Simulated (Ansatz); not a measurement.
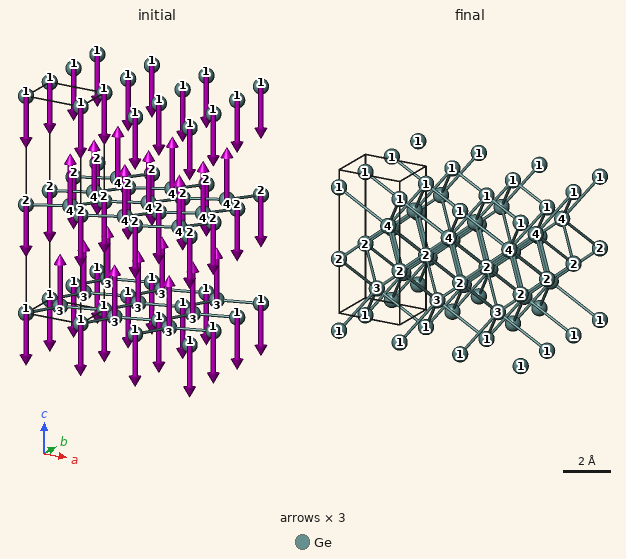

The structure of a crystal of Ge (built on the C_186 type) (coarse preliminary run) before (left) and after (right) a relaxation, at one scale. The purple arrows give the displacements (the part carried along by the change of the cell is left out), magnified 3 times.

Style: ball-and-stick. Shown: the cell of the calculation, repeated 3 × 3 × 1 with one cell outlined, slightly off an axis.

Case: C type (P6_3mc, No. 186).

These are results of DFT PBE, scalar-relativistic, plane waves, PAW in Ansatz 0.2.0, not measurements.

Input file:
```yaml
crystal:
  lattice:
    - [3.4710931051, 0.0, 0.0]
    - [-1.7355465525, 3.0060548079, 0.0]
    - [0.0, 0.0, 9.5419973824]
  atoms:
    - { symbol: Ge, position: [0.0, 0.0, 0.0] }
    - { symbol: Ge, position: [0.0, 0.0, 0.5] }
    - { symbol: Ge, position: [0.3333333333, 0.6666666667, 0.005] }
    - { symbol: Ge, position: [0.6666666667, 0.3333333333, 0.505] }
basis:
  ecutwfc: 420
kpoints:
  mp_grid: { grid: [6, 6, 2] }
hamiltonian:
  xc: pbe
scf:
  occupations: { method: gaussian, width: 0.1 }
  lower_state_search: "off"
output:
  forces: true
  stress: true
  eigenvalues: true
relax:
  adjacent_minimum: "off"
  f_tol: 0.04
  max_steps: 70
  cell: { stress_tol: 0.4 }
```

### Describe what moved and what it gained.

After 17 accepted moves (18 points after the start) the energy has fallen by 1982 meV per atom. The largest force component goes from 0.42 to 0.0023 eV/Å. The pressure goes from 50.25 to 0.18 GPa. At 1 point the geometry stayed and the basis and grid were re-selected for the new cell (energy shift of 2.9 meV per atom at most each time). The largest moves relative to the cell, 0.77 Å, are those of Ge1, Ge2, Ge3 and Ge4. Ge4 goes along +c. Cell: a = b 3.471 → 3.855 Å (+11.1 %), c 9.542 → 6.301 Å (−34.0 %). Volume −18.5 %. Some distances before and after: Ge1–Ge4 5.131 → 2.726 Å, Ge1–Ge3 2.005 → 2.728 Å. New bonds form: Ge1–Ge4 (5.13 → 2.73 Å), Ge2–Ge3 (5.13 → 2.73 Å). Among the angles between lasting bonds that change: Ge3–Ge1–Ge3 119.9° → 89.9°. The space group (tolerance 0.01 Å) goes from P6_3mc (No. 186) to P6_3/mmc (No. 194). The run took of the order of 50 core-seconds on a shared host.
